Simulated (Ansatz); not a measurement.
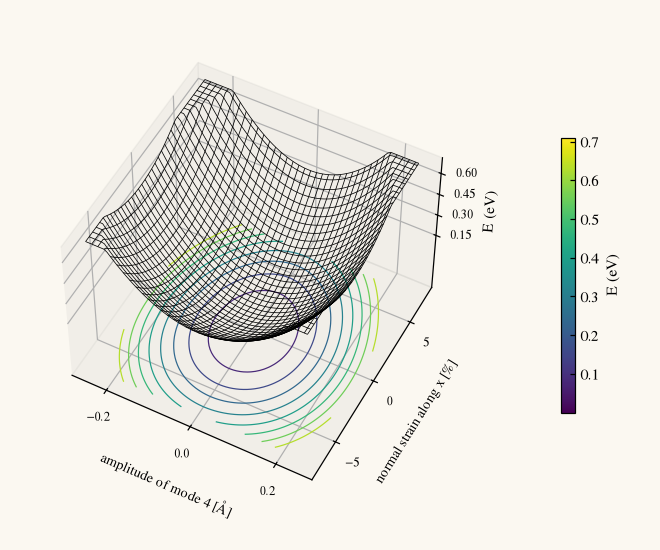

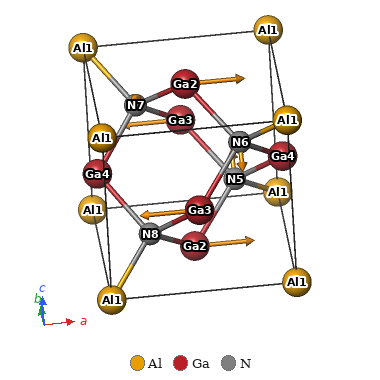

Energy landscape of AlGa3N4 (P-43m, No. 215; 8 atoms in the cell). The energy is mapped over a normal mode and a strain (zone-centre modes of the 8-atom cell of this scan) (x, y and z along the cube axes). First axis: amplitude of mode 4 (188 cm⁻¹), largest displacement in the unstrained cell. Second axis: normal strain along x. Nothing is relaxed (the pattern is fixed in fractional coordinates). The grid has 7 × 7 points; 28 points were computed and 21 follow by symmetry. Points are written as (first, second). All energies are given in eV per cell relative to the lowest grid point. All numbers below come from DFT PBEsol, scalar-relativistic, plane waves, PAW (Ansatz). Settings: cutoff 520 eV, k-mesh 6×6×6, gaussian smearing 0.05 eV, no spin polarisation.

Drawn: a relief with its contours projected below, any walls above the top of the colour scale cut off. Between grid points the surface is interpolated. The second picture is the structure at the lowest point

Question: Where are the wells?

Answer: The lowest grid point is at (0.000 Å, 0.00 %). It is the only kind of minimum in the scanned range. The highest grid point, (−0.247 Å, 7.00 %), lies 1.01 eV above the lowest. The gap on the k-mesh is 2.3 eV at the lowest point and runs from 1.6 to 2.6 eV over the map.

The values on the grid:

| second ↓, first → | −0.247 | −0.165 | −0.082 | 0.000 | 0.082 | 0.165 | 0.247 |
| --- | --- | --- | --- | --- | --- | --- | --- |
| 7.00 | 1.01 | 0.65 | 0.43 | 0.36 | 0.43 | 0.65 | 1.01 |
| 4.67 | 0.80 | 0.45 | 0.23 | 0.16 | 0.23 | 0.45 | 0.80 |
| 2.33 | 0.66 | 0.32 | 0.11 | 0.04 | 0.11 | 0.32 | 0.66 |
| 0.00 | 0.59 | 0.26 | 0.07 | 0.00 | 0.07 | 0.26 | 0.59 |
| −2.33 | 0.60 | 0.29 | 0.10 | 0.04 | 0.10 | 0.29 | 0.60 |
| −4.67 | 0.69 | 0.40 | 0.23 | 0.17 | 0.23 | 0.40 | 0.69 |
| −7.00 | 0.87 | 0.60 | 0.44 | 0.39 | 0.44 | 0.60 | 0.87 |

The input of one point:

```yaml
crystal:
  lattice:
    - [4.4675774128, 0.0, 0.0]
    - [0.0, 4.4675774128, 0.0]
    - [0.0, 0.0, 4.4675774128]
  atoms:
    - { symbol: Al, position: [0.0, 0.0, 0.0] }
    - { symbol: Ga, position: [0.5, 0.5, 0.0] }
    - { symbol: Ga, position: [0.5, 0.0, 0.5] }
    - { symbol: Ga, position: [0.0, 0.5, 0.5] }
    - { symbol: "N", position: [0.7550464072, 0.7550464072, 0.2449535928] }
    - { symbol: "N", position: [0.7550464072, 0.2449535928, 0.7550464072] }
    - { symbol: "N", position: [0.2449535928, 0.7550464072, 0.7550464072] }
    - { symbol: "N", position: [0.2449535928, 0.2449535928, 0.2449535928] }
basis:
  ecutwfc: 520.0
kpoints:
  mp_grid: { grid: [6, 6, 6] }
hamiltonian:
  xc: pbesol
  pseudopotentials: { kind: paw, azcp: { folder: soft_1 } }
scf:
  occupations: { method: gaussian, width: 0.05 }
output:
  forces: true
  stress: true
  eigenvalues: true
```

The whole map (28 points run) took 10 min on 2 threads of Arm Neoverse N1, with other jobs on the host.
